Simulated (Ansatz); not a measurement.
**Run report: BN, geometry relaxation (part 2 of 2)**

Continued. System: BN (F-43m, 2 atoms in the cell). Method: DFT HSE06, scalar-relativistic, plane waves, PAW, no spin polarisation (Ansatz 0.2.0); cutoff 420 eV, 8×8×8 k-mesh, fixed occupations. It belongs to a series of runs on one base structure; here: elastic and piezoelectric constants, atoms relaxed.

Geometry of the input (Å; fractional positions):
```
0.0000  1.7981  1.7981
1.7981  0.0000  1.7981
1.7981  1.7981  0.0000
B  0.0000  0.0000  0.0000
N  0.2500  0.2500  0.2500
```

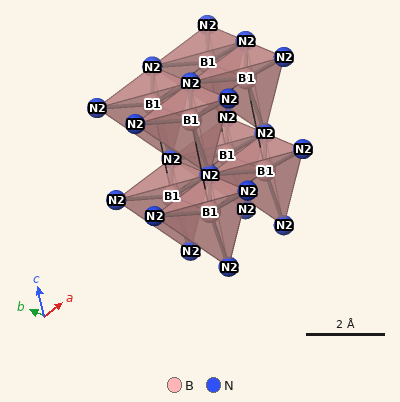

Figure 1. The geometry at step 1 of the log (polyhedral view of the cell of the calculation, seen slightly off an axis; polyhedra are completed across the faces of the cell; atoms are numbered from 1 in the order of the input).

Output, continued
```
relax step   1: F+E_penalty+E_count = -542.45476918 eV  Δ(F+E_penalty+E_count) = +0.000e0 eV  max|allowed force component| = 4.278e-3 eV/Å  Δτ_max = 0.0000 Å  (23 SCF iters, accepted)
Exchange kernel: α = 0.2500, screened, ω = 0.2079 Å⁻¹, Wigner–Seitz truncation, v(0) = 1044.5202 eV·Å³, q-mesh 8×8×8, nearest image of the exchange supercell L = 20.32 Å, pair-density grid 15×15×15, without the augmentation charges, whose exchange is taken in its separable form by FFT convolution over the k-point mesh, smooth part of the exact exchange by density-matrix convolution
Frozen-core exchange: fock
preconditioner: auto → none  [insulator: Δε(μ)=5.805 eV  Ē_g=22.889 eV  n_scr=0 (ndim 8)  ℏωp=30.8 eV  f_vac=0.000]
SCF 17 stopped early in 5 iterations: F = -542.454769 eV  dr2 = 1.60e-11
  Residual-converged pass: ⟨swp⟩=4.0  Hψ=2020  notcnv=0  max |occ|·‖R‖ = 1.0e-8 eV (tolerance 1.0e-8 eV)  dr2=1.60e-11  dr2_onsite=2.35e-13  max |Δocc| = 0.0e0
hybrid outer 1: dexx = +4.455e-8 eV, tail = 1.65e-10 eV
Exchange kernel: α = 0.2500, screened, ω = 0.2079 Å⁻¹, Wigner–Seitz truncation, v(0) = 1044.5202 eV·Å³, q-mesh 8×8×8, nearest image of the exchange supercell L = 20.32 Å, pair-density grid 15×15×15, without the augmentation charges, whose exchange is taken in its separable form by FFT convolution over the k-point mesh, smooth part of the exact exchange by density-matrix convolution
Frozen-core exchange: fock
SCF 18 converged in 3 iterations: F = -542.454769 eV  dr2 = 4.82e-14
  Residual-converged pass: ⟨swp⟩=3.0  Hψ=1892  notcnv=0  max |occ|·‖R‖ = 8.8e-9 eV (tolerance 1.0e-8 eV)  dr2=4.91e-14  dr2_onsite=2.17e-15  max |Δocc| = 0.0e0
hybrid outer 2: dexx = +3.539e-12 eV, tail = 1.39e-13 eV, Δε = 6.59e-6 eV (about 3.86e-7 eV left of the loop's levels), ΔF = 7.84e-5 eV/Å (tail 5.30e-6)
relax step   2: F+E_penalty+E_count = -542.45476939 eV  Δ(F+E_penalty+E_count) = -2.116e-7 eV  max|allowed force component| = 2.677e-3 eV/Å  Δτ_max = 0.0000 Å  (8 SCF iters, accepted)
[... from here on the SCF iterations and repeated set-up lines of each step are left out, up to the last step ...]
SCF 19 stopped early in 6 iterations: F = -542.454770 eV  dr2 = 4.60e-12
SCF 20 converged in 4 iterations: F = -542.454770 eV  dr2 = 1.53e-14
SCF 21 converged in 2 iterations: F = -542.454770 eV  dr2 = 6.78e-16
relax step   3: F+E_penalty+E_count = -542.45476953 eV  Δ(F+E_penalty+E_count) = -1.366e-7 eV  max|allowed force component| = 6.245e-6 eV/Å  Δτ_max = 0.0001 Å  (12 SCF iters, accepted)
SCF 22 converged in 2 iterations: F = -542.454770 eV  dr2 = 1.00e-16
SCF 23 converged in 8 iterations: F = -542.267647 eV  dr2 = 4.42e-14
SCF 24 stopped early in 6 iterations: F = -542.454740 eV  dr2 = 7.83e-7
SCF 25 stopped early in 5 iterations: F = -542.454769 eV  dr2 = 1.70e-12
SCF 26 converged in 4 iterations: F = -542.454769 eV  dr2 = 3.34e-14
relax step   1: F+E_penalty+E_count = -542.45476918 eV  Δ(F+E_penalty+E_count) = +0.000e0 eV  max|allowed force component| = 4.278e-3 eV/Å  Δτ_max = 0.0000 Å  (23 SCF iters, accepted)
SCF 27 stopped early in 5 iterations: F = -542.454769 eV  dr2 = 1.60e-11
SCF 28 converged in 3 iterations: F = -542.454769 eV  dr2 = 4.82e-14
relax step   2: F+E_penalty+E_count = -542.45476939 eV  Δ(F+E_penalty+E_count) = -2.116e-7 eV  max|allowed force component| = 2.677e-3 eV/Å  Δτ_max = 0.0000 Å  (8 SCF iters, accepted)
Exchange kernel: α = 0.2500, screened, ω = 0.2079 Å⁻¹, Wigner–Seitz truncation, v(0) = 1044.5202 eV·Å³, q-mesh 8×8×8, nearest image of the exchange supercell L = 20.32 Å, pair-density grid 15×15×15, without the augmentation charges, whose exchange is taken in its separable form by FFT convolution over the k-point mesh, smooth part of the exact exchange by density-matrix convolution
Frozen-core exchange: fock
SCF 29 stopped early in 6 iterations: F = -542.454770 eV  dr2 = 4.60e-12
  Residual-converged pass: ⟨swp⟩=2.9  Hψ=1624  notcnv=0  max |occ|·‖R‖ = 1.3e-7 eV (tolerance 1.3e-7 eV)  dr2=4.60e-12  dr2_onsite=1.45e-14  max |Δocc| = 0.0e0
hybrid outer 1: dexx = +1.241e-7 eV, tail = 3.76e-10 eV
Exchange kernel: α = 0.2500, screened, ω = 0.2079 Å⁻¹, Wigner–Seitz truncation, v(0) = 1044.5202 eV·Å³, q-mesh 8×8×8, nearest image of the exchange supercell L = 20.32 Å, pair-density grid 15×15×15, without the augmentation charges, whose exchange is taken in its separable form by FFT convolution over the k-point mesh, smooth part of the exact exchange by density-matrix convolution
Frozen-core exchange: fock
SCF 30 converged in 4 iterations: F = -542.454770 eV  dr2 = 1.52e-14
  Residual-converged pass: ⟨swp⟩=3.0  Hψ=1813  notcnv=0  max |occ|·‖R‖ = 9.8e-9 eV (tolerance 1.0e-8 eV)  dr2=1.54e-14  dr2_onsite=4.43e-16  max |Δocc| = 0.0e0
hybrid outer 2: dexx = +7.255e-12 eV, tail = 1.37e-13 eV, Δε = 9.01e-6 eV (about 1.73e-7 eV left of the loop's levels), ΔF = 1.22e-4 eV/Å (tail 1.13e-5)
Exchange kernel: α = 0.2500, screened, ω = 0.2079 Å⁻¹, Wigner–Seitz truncation, v(0) = 1044.5202 eV·Å³, q-mesh 8×8×8, nearest image of the exchange supercell L = 20.32 Å, pair-density grid 15×15×15, without the augmentation charges, whose exchange is taken in its separable form by FFT convolution over the k-point mesh, smooth part of the exact exchange by density-matrix convolution
Frozen-core exchange: fock
SCF 31 converged in 2 iterations: F = -542.454770 eV  dr2 = 6.68e-16
  Residual-converged pass: ⟨swp⟩=2.9  Hψ=1619  notcnv=0  max |occ|·‖R‖ = 9.9e-9 eV (tolerance 1.0e-8 eV)  dr2=6.87e-16  dr2_onsite=8.49e-17  max |Δocc| = 0.0e0
hybrid outer 3: dexx = +7.105e-15 eV, tail = 1.54e-15 eV, Δε = 1.47e-7 eV (about 1.19e-8 eV left of the loop's levels), ΔF = 4.38e-6 eV/Å (tail 1.17e-6)
relax step   3: F+E_penalty+E_count = -542.45476953 eV  Δ(F+E_penalty+E_count) = -1.366e-7 eV  max|allowed force component| = 6.248e-6 eV/Å  Δτ_max = 0.0001 Å  (12 SCF iters, accepted)
Exchange kernel: α = 0.2500, screened, ω = 0.2079 Å⁻¹, Wigner–Seitz truncation, v(0) = 1044.5202 eV·Å³, q-mesh 8×8×8, nearest image of the exchange supercell L = 20.32 Å, pair-density grid 15×15×15, without the augmentation charges, whose exchange is taken in its separable form by FFT convolution over the k-point mesh, smooth part of the exact exchange by density-matrix convolution
Frozen-core exchange: fock
iter 1 solved again at ethr=1.00e-12 eV; its pass at ethr=1.00e-1 eV (dr2=5.77e-16 eV) is discarded
SCF iter   1: F=—  HF=-542.454770 eV  |F-HF|=—  |Δ(HF+E_count)|=         —  Δρ=4.53e-9  dr2=7.91e-16  ethr=1.00e-12  ⟨swp⟩=2.1  Hψ=3048  notcnv=0
SCF iter   2: F=-542.454770 eV  HF=-542.454770 eV  |F-HF|=1.14e-13  |Δ(HF+E_count)|=  1.14e-13  Δρ=2.02e-9  dr2=9.88e-17  ethr=1.00e-12  ⟨swp⟩=2.0  Hψ=1900  notcnv=0
SCF 32 converged in 2 iterations: F = -542.454770 eV  dr2 = 9.88e-17
  Residual-converged pass: ⟨swp⟩=2.0  Hψ=1349  notcnv=0  max |occ|·‖R‖ = 9.8e-9 eV (tolerance 1.0e-8 eV)  dr2=9.94e-17  dr2_onsite=1.61e-17  max |Δocc| = 0.0e0
```

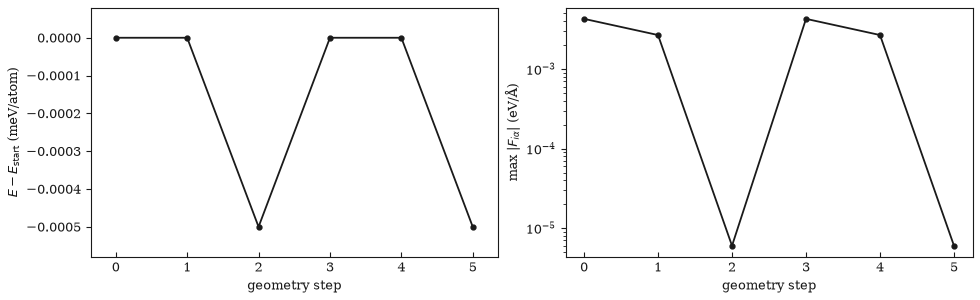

Figure 2. Progress of the relaxation, step by step (the first geometry is step 0 here and step 1 in the log). After 5 geometry steps the energy has fallen by next to nothing (0.0 meV per atom). Largest force component: 0.0043 eV/Å at the start, under 0.0001 eV/Å at the end. No atom moves by more than 0.005 Å. The cell doesn't change. The space group stays F-43m (No. 216).

```
hybrid outer 1: dexx = -2.132e-14 eV, tail = 2.30e-16 eV, ΔF = 9.28e-8 eV/Å
NSCF: frozen V_eff on 98 k-points
NSCF: frozen V_eff on 32 k-points
hybrid SCF converged: 3 outer / 15 inner (+8 warm-up), last move |dexx| = 5.02e-11 eV, tail = 8.32e-13 eV
Stability not checked: this state was not tested for a lower state beside it, because the functional holds exact exchange (a hybrid, or Hartree-Fock), whose exchange loop this test does not read (fock_operator; see scf.lower_state_search)
Free energy (F): -542.454809 eV
Frozen-core exchange: fock
Harris-Foulkes:  -542.454809 eV  (|F-HF|=2.27e-13)
Internal energy: -542.454809 eV  (E = F + TS)
E sigma→0 (E₀):  -542.454809 eV
Fermi energy:    10.565689 eV
--- Per-component energies (eV) ---
  E_band       = 15.115438
  E_kinetic    = 186.543980
  E_local      = -172.696076  (includes V_loc(G=0)·N_el)
  E_nonlocal   = 55.640453
  E_hartree    = 48.680955
  E_xc         = -75.853393
  E_vxc        = -93.419067  (∫ρ·V_xc dr)
  E_exx        = -19.632865  (= α·E_x^exact, valence–valence)
  E_paw        = -204.845071  (= ΣΔE_a)
  E_vpaw       = -19.050131  (= ΣTr[D̂ρ^β])
  E_aug_tail   = 0.000103  (compensation charges beyond the density's cutoff)
  E_ewald      = -360.258192
  E_core_change = -0.034703  (= ΣΔE_core)
  E_smearing   = -0.000000  (= −TS)
  E_closure    = 0.000000  (closes the sum)
  Σ components = -542.454809   (vs F -542.454809, Δ=0.00e0)
--- Forces (eV/Å), atoms counted from 1 ---
  atom   1  B      0.00000000     0.00000000    -0.00000000
  atom   2  N     -0.00000000    -0.00000000     0.00000000
  max |Σ_I F_I| component: 4.26e-16 eV/Å
--- Stress (GPa, compression-positive) ---
        0.006493      -0.000000      -0.000000
        0.000000       0.006493       0.000000
       -0.000000       0.000000       0.006493
  P = ⅓ Tr σ = 0.0065 GPa (0.065 kbar)
--- Band table (eV; the first three rows and the last of 29) ---
  k-point 0: bands = ["-11.7178", "10.5657", "10.5657", "10.5657", "21.2159", "21.2159", "21.2159", "22.9431"]
  k-point 1: bands = ["-11.3043", "8.5242", "10.1548", "10.1548", "21.5965", "21.8385", "21.8385", "24.2322"]
  k-point 2: bands = ["-10.1037", "4.5467", "9.3342", "9.3342", "22.0877", "22.8597", "22.8597", "26.4254"]
  k-point 28: bands = ["-5.2792", "2.1601", "2.9088", "3.4750", "21.8770", "26.1297", "26.9545", "27.6738"]
--- Elastic constants: 2 strain directions × 2 members + reference (group order 24) ---
  dense FFT box of the reference and of every strained cell: 18×18×18
  strains applied: 11, 23; error gains: componentwise 1.00 (the most a stress slope's error grows in a printed constant), spectral 1.73 (1 for all six strains in a standard setting)
  C = ∂σ_k/∂η_j (tension-positive GPa; Voigt order 11 22 33 23 13 12):
       840.864    186.473    186.473     -0.000      0.000      0.000
       186.473    840.864    186.473     -0.000      0.000     -0.000
       186.473    186.473    840.864     -0.000     -0.000      0.000
        -0.000      0.000      0.000    482.070     -0.000     -0.000
        -0.000     -0.000      0.000      0.000    482.070     -0.000
        -0.000      0.000     -0.000      0.000     -0.000    482.070
  reference stress σ⁰ (GPa):     -0.006     -0.006     -0.006     -0.000      0.000      0.000
  C* (energy form; C + prestress term) asymmetry max|C*_kj − C*_jk| = 2.842e-14 GPa — a small one proves nothing (zero by symmetry where the batch's group is 432, −43m or m−3m); a large one is finite-difference/SCF noise where every solve meets its electron count
  moduli (Voigt/Reuss/Hill, GPa): K = 404.60/404.60/404.60   G = 420.12/405.33/412.72   E = 923.99   ν = 0.119
  mechanically stable: yes (min eigenvalue of sym C = 482.07 GPa)
  e, the proper piezoelectric tensor (elastic.mode: relaxed_ion; C/m²; rows x y z; Voigt order 11 22 33 23 13 12):
       0.00000   -0.00000   -0.00000   -0.80994    0.00000    0.00000
       0.00000    0.00000   -0.00000   -0.00000   -0.80994   -0.00000
       0.00000   -0.00000    0.00000   -0.00000   -0.00000   -0.80994
  ±, each entry's uncertainty from the finite density of the strings (C/m²), an estimate: the size of the correction for it that the entry includes:
       0.00000    0.00000    0.00000    0.00589    0.00000    0.00000
       0.00000    0.00000    0.00000    0.00000    0.00589    0.00000
       0.00000    0.00000    0.00000    0.00000    0.00000    0.00589
  the group's symmetry takes up to 2.2e-9 C/m² out of the measured responses: error of the strings' finite density and of the mesh across them, as far as it breaks the symmetry (raise kpoints.mp_grid and any string_points); the largest step of a string from the reference is 0.001 rad
  strain η (Voigt 11):  stress-route row diagonal C_11 = 840.86 GPa, energy-path curvature d²(F+E_count+ΔE)/dδ²/Ω₀ = 845.17 GPa
         δ    σ_11 (GPa)             F (eV)   n_scf  n_hpsi   n_pw
    -2.000e-3      -1.6935        -542.4547609      24   39805    257   relax 0 steps, max|allowed force component| 1.12e-16 eV/Å
     2.000e-3       1.6699        -542.4547408      24   39015    259   relax 0 steps, max|allowed force component| 1.10e-16 eV/Å
  strain η (Voigt 23):  stress-route row diagonal C_44 = 482.07 GPa, energy-path curvature d²(F+E_count+ΔE)/dδ²/Ω₀ = 483.97 GPa
         δ    σ_23 (GPa)             F (eV)   n_scf  n_hpsi   n_pw
    -2.000e-3      -0.9641        -542.4547695       2    6296    259   relax 3 steps, max|allowed force component| 6.24e-6 eV/Å
     2.000e-3       0.9641        -542.4547695       2    6297    259   relax 3 steps, max|allowed force component| 6.25e-6 eV/Å
--- Formal polarisation (Berry phase): one branch of a lattice of values; only differences between neighbouring runs are physical ---
  axis  mesh            electronic          ionic      p = total  spread (rad)  least overlap  resolved gap  δp at fixed H ≤   (phases in cycles; p mod 1; gap in eV; gap and δp judge the states as solved, not the mesh's step, its correction or the SCF's stop)
  b1    8×8×8          -0.00000000     1.25000000     1.25000000      0.087189         0.9045       10.6502           4.7e-7
  b2    8×8×8          -0.00000000     1.25000000     1.25000000      0.087189         0.9045       10.6502           4.7e-7
  b3    8×8×8           0.00000000     1.25000000     1.25000000      0.087189         0.9045       10.6502           4.7e-7
  quantum along a1:   0.21870430 e/Å² =   350.402918 µC/cm²
  quantum along a2:   0.21870430 e/Å² =   350.402918 µC/cm²
  quantum along a3:   0.21870430 e/Å² =   350.402918 µC/cm²
  P = (  0.38661823,   0.38661823,   0.38661823) e/Å² = (  619.430698,   619.430698,   619.430698) µC/cm²  (mod the quanta)
```

Trajectory as extended XYZ (Å, eV, eV/Å), 6 frames, from step=1 to step=3
```
2
Lattice="0.0000 1.7981 1.7981 1.7981 0.0000 1.7981 1.7981 1.7981 0.0000" Properties=species:S:1:pos:R:3:forces:R:3 step=1 energy=-542.45477
B     0.0000    0.0000    0.0000   -0.0043   0.0000   0.0000
N     0.8991    0.8982    0.8982    0.0043   0.0000   0.0000
2
Lattice="0.0000 1.7981 1.7981 1.7981 0.0000 1.7981 1.7981 1.7981 0.0000" Properties=species:S:1:pos:R:3:forces:R:3 step=2 energy=-542.45477
B     0.0000    0.0000    0.0000   -0.0027   0.0000   0.0000
N     0.8991    0.8982    0.8982    0.0027   0.0000   0.0000
2
Lattice="0.0000 1.7981 1.7981 1.7981 0.0000 1.7981 1.7981 1.7981 0.0000" Properties=species:S:1:pos:R:3:forces:R:3 step=3 energy=-542.45477
B    -0.0001    0.0000    0.0000    0.0000   0.0000   0.0000
N     0.8991    0.8982    0.8982    0.0000   0.0000   0.0000
2
Lattice="0.0000 1.7981 1.7981 1.7981 0.0000 1.7981 1.7981 1.7981 0.0000" Properties=species:S:1:pos:R:3:forces:R:3 step=1 energy=-542.45477
B     0.0000    0.0000    0.0000    0.0043   0.0000   0.0000
N     0.8991    0.8999    0.8999   -0.0043   0.0000   0.0000
2
Lattice="0.0000 1.7981 1.7981 1.7981 0.0000 1.7981 1.7981 1.7981 0.0000" Properties=species:S:1:pos:R:3:forces:R:3 step=2 energy=-542.45477
B     0.0000    0.0000    0.0000    0.0027   0.0000   0.0000
N     0.8990    0.8999    0.8999   -0.0027   0.0000   0.0000
2
Lattice="0.0000 1.7981 1.7981 1.7981 0.0000 1.7981 1.7981 1.7981 0.0000" Properties=species:S:1:pos:R:3:forces:R:3 step=3 energy=-542.45477
B     0.0001    0.0000    0.0000    0.0000   0.0000   0.0000
N     0.8990    0.8999    0.8999    0.0000   0.0000   0.0000
```

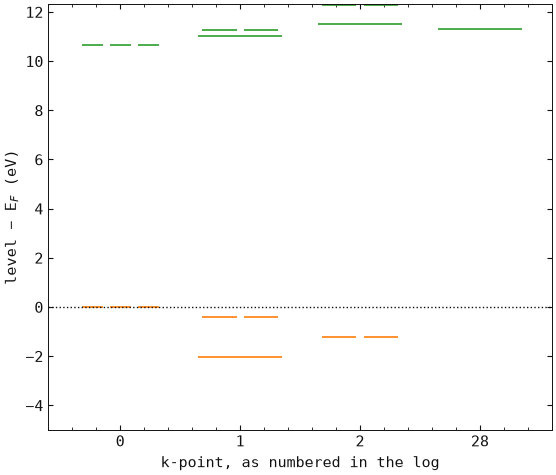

Figure 3. Kohn–Sham levels near the Fermi level (dotted) at the few k-points that the log prints; levels within 0.02 eV of each other stand side by side. Among these points the highest filled and lowest empty levels are 10.65 eV apart; the gap on the full mesh, 5.81 eV, has an edge at a point that isn't printed.

Key numbers

- outcome: converged
- space group (tolerance 0.01 Å): F-43m (216)
- electrons treated: 8
- free energy: −542.4548 eV
- Fermi energy: 10.566 eV
- gap on the k-point mesh: 5.81 eV
- pressure: 0.01 GPa
- final volume: 11.63 Å³
- bulk modulus (Hill): 404.6 GPa
- shear modulus (Hill): 412.7 GPa
- largest force (length of the vector) at the end: under 0.001 eV/Å
- final cell: a = 2.543 Å, b = 2.543 Å, c = 2.543 Å, α = 60.00°, β = 60.00°, γ = 60.00°
- elastic stability: stable
- wall time: 2.9 min (CPU time 11 min)
- peak memory: 0.89 GiB
